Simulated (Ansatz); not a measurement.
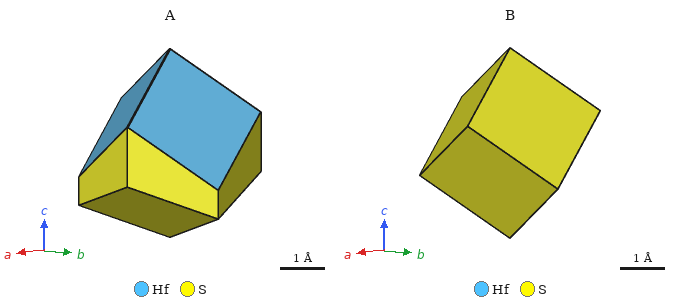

Computed Voronoi cells of the 2 sites of this structure, drawn to one scale and in one orientation; each face has the colour of the neighbour behind it.

HfS2, space group P-3m1 (No. 164), a = 3.606 Å, b = 3.606 Å, c = 5.770 Å, α = 90.00°, β = 90.00°, γ = 120.00°

| site | Wyckoff | x | y | z |
| --- | --- | --- | --- | --- |
| Hf | 1a | 0.0000 | 0.0000 | 0.0000 |
| S | 2d | 0.6667 | 0.3333 | 0.7476 |

Origin: the end point of a relaxation with DFT, PBE-D3(BJ), plane waves, PAW in Ansatz.

### Which cell belongs to which site?

A is S (12 faces above 1 % of the solid angle, 24.3 Å³, facing S 50 %, Hf 50 %); B is Hf (6 faces above 1 % of the solid angle, 16.4 Å³, facing only S).
